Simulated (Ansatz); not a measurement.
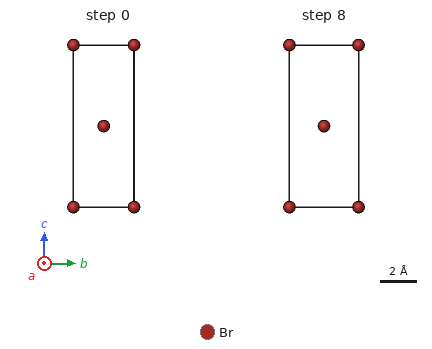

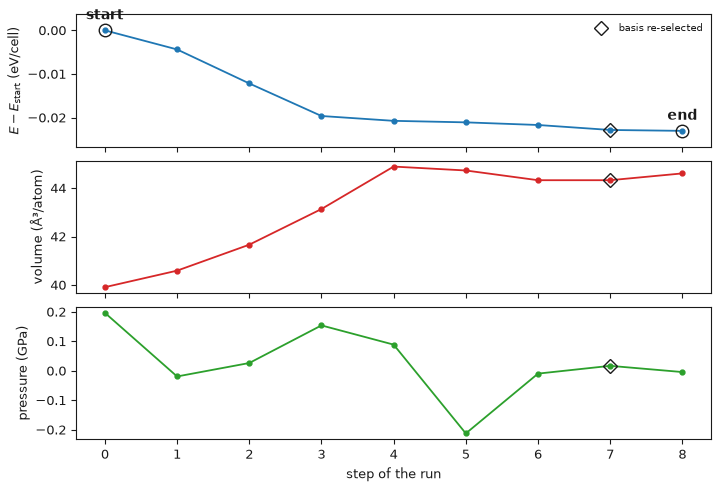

First and last geometry of a relaxation of crystalline Br (set up in Immm), with the history of the run. The picture is a ball-and-stick view of the cell of the calculation, seen along the a axis.

Case: uniaxial strain along c of +2.0 %; a, b and atoms relaxed.

All numbers below come from DFT PBE, scalar-relativistic, plane waves, PAW in Ansatz 0.2.0. Settings: plane-wave cutoff 420 eV; k-point mesh 16 × 12 × 6; occupations gaussian; smearing width 0.1 eV; no spin polarisation; cell relaxed at fixed c, angles; force threshold 0.008 eV/Å; at most 40 steps.

**What do the curves and the structures tell?**

The run was cut off at its time limit before the relaxation converged, so the last structure is only a point on the way. Over 7 accepted moves (8 points after the start) the energy falls by 23.0 meV per cell of the calculation. All forces vanish by symmetry, so only the cell relaxes. The pressure goes from 0.20 to 0.00 GPa. At 1 point the geometry stayed and the basis and grid were re-selected for the new cell (energy shift of 1.1 meV per cell of the calculation at most each time). The atoms keep their places relative to the cell (all moves are under 0.005 Å). Cell: a 2.604 → 2.552 Å (−2.0 %), b 3.385 → 3.861 Å (+14.1 %), c unchanged at 9.054 Å. Volume +11.8 %. Near-neighbour distances that change, for instance: Br–Br 2.604 → 2.552 Å. The space group stays Immm (No. 71).

```tsv
step	E − E(0), meV/atom	pressure, GPa	volume, Å³/atom	note
0	0.00	0.20	39.908	
1	-2.19	-0.02	40.591	
2	-6.08	0.03	41.663	
3	-9.81	0.15	43.136	
4	-10.37	0.09	44.889	
5	-10.54	-0.21	44.727	
6	-10.84	-0.01	44.326	
7	-11.41	0.02	44.326	same geometry, new basis
8	-11.52	0.00	44.607
```
